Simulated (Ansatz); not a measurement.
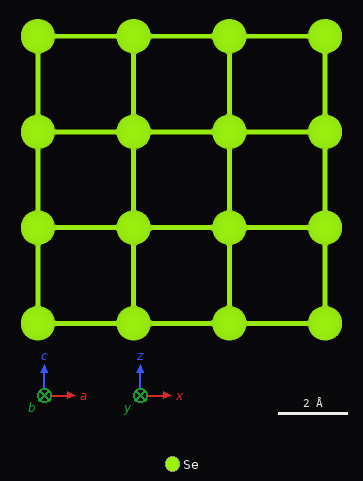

Energy scan for solid Se (Pm-3m), in which the ratio of the cell's length along z to its lengths across, counted as 1 for the reference, is changed at fixed volume (a tetragonal or Bain path), with the atoms kept at their fractional coordinates. x, y and z are the Cartesian axes of the input. The picture shows the reference cell. A ball-and-stick model of the cell of the calculation, repeated 3 × 2 × 3 with one cell outlined, seen along the b axis.

Method: DFT PBE+D3(BJ), scalar-relativistic, plane waves, PAW (Ansatz 0.2.0). (plane-wave cutoff 420 eV; k-point mesh 18 × 18 × 18; occupations gaussian; smearing width 0.15 eV; no spin polarisation). Energies (free energies at the smearing named) are counted from the cell as listed in its source, which wasn't relaxed.

```
Se
1.0
     2.81056    0.00000    0.00000
     0.00000    2.81056    0.00000
     0.00000    0.00000    2.81056
Se
1
Cartesian
  0.0000 0.0000 0.0000
```

### Give the energy at each point (the relative ratio: 0.707, 0.850, 1.000, 1.200, 1.414).

```tsv
axial ratio over its reference value	ΔE (meV/atom)
0.707	596
0.850	113
1.000	0
1.200	50
1.414	200
```

Of the computed points the lowest is at the relative ratio 1.00, 0 meV/atom. The end points stand at 596 meV/atom (0.707) and 200 meV/atom (1.414). The unrelaxed reference is under a pressure of −1.3 GPa. The distortion takes the space group from Pm-3m to P4/mmm. At the relative ratio 1.414 the cell of the drawing goes a 2.811 → 2.504 Å, b 2.811 → 2.504 Å, c 2.811 → 3.541 Å.
